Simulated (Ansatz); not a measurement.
HW16 (cell with a defect)

```
CELL_PARAMETERS angstrom
6.32000 0.00000 0.00000
0.00000 6.32000 0.00000
0.00000 0.00000 6.32000
ATOMIC_POSITIONS crystal
W 0.99410 0.00772 0.00026
W 0.50033 0.00104 0.00017
W 0.99357 0.49173 0.00023
W 0.99990 0.00066 0.50011
W 0.24998 0.24991 0.25099
W 0.50017 0.49869 0.00018
W 0.50286 0.00055 0.50043
W 0.74679 0.24962 0.25076
W 0.99972 0.49903 0.50009
W 0.25630 0.74981 0.25864
W 0.24975 0.24989 0.74937
W 0.50308 0.49909 0.50044
W 0.74951 0.74983 0.25129
W 0.74706 0.24963 0.74966
W 0.25570 0.74978 0.74199
W 0.74936 0.74984 0.74902
H 0.12495 0.74954 0.00065
```

Computed without spin polarisation.

All numbers below come from DFT PBE, scalar-relativistic, plane waves, PAW (Ansatz 0.2.0).

The density is the valence pseudo-density of a PAW calculation; it isn't the true density close to the nuclei.

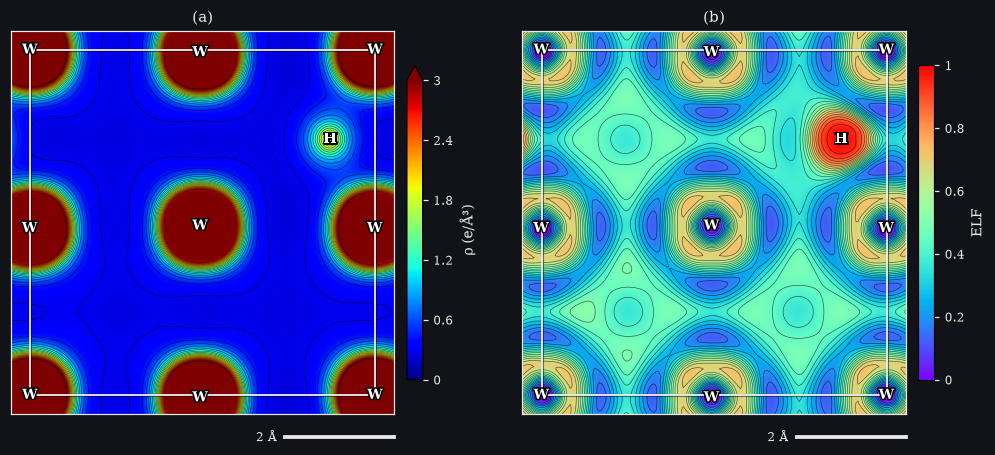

Figure 1. (a) valence electron density; (b) electron localisation function on the (010) plane of the calculation cell.

Question: Interpret the plot.

Answer: The plane passes through W and H nuclei. W–H (1.83 Å): ρ at the midpoint is about 1 e/Å³; the ELF climbs to about 1 towards the hydrogen. Between the atoms the lowest density in this plane is 0.24 e/Å³. The features right at W lie inside the PAW spheres, where the map follows smoothed inner orbitals and isn't to be read closely.

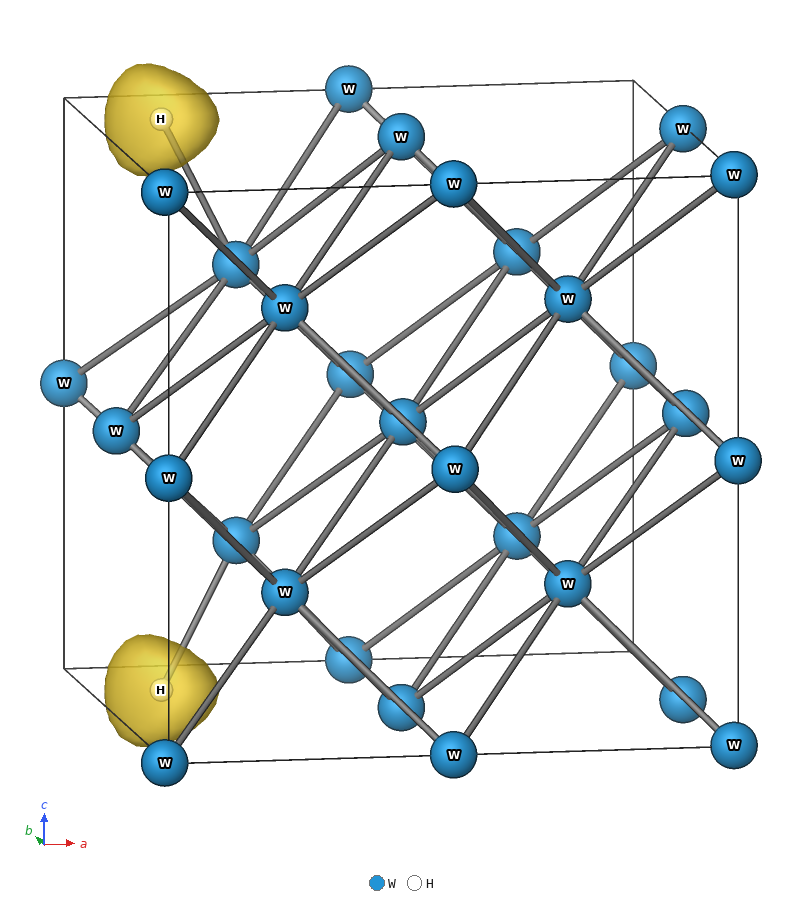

Figure 2. Isosurface of the electron localisation function at 0.55 (yellow), seen slightly off an axis. Only the valence region is drawn (cores and ρ < 0.01 e/Å³ removed). Sticks mark near contacts.

Question: Describe the localisation domains.

Answer: At this value the surface marks out one region around a hydrogen nucleus, counted in one cell of 17 atoms. Any copies at cell faces, edges or corners count once. Profiles from the grid: W–W (2.70 Å): the ELF is about 0.40 at the midpoint.

Question: Does the calculation make it a metal, or give it a gap?

Answer: It is metallic or semimetallic at this level of theory: no gap opens.
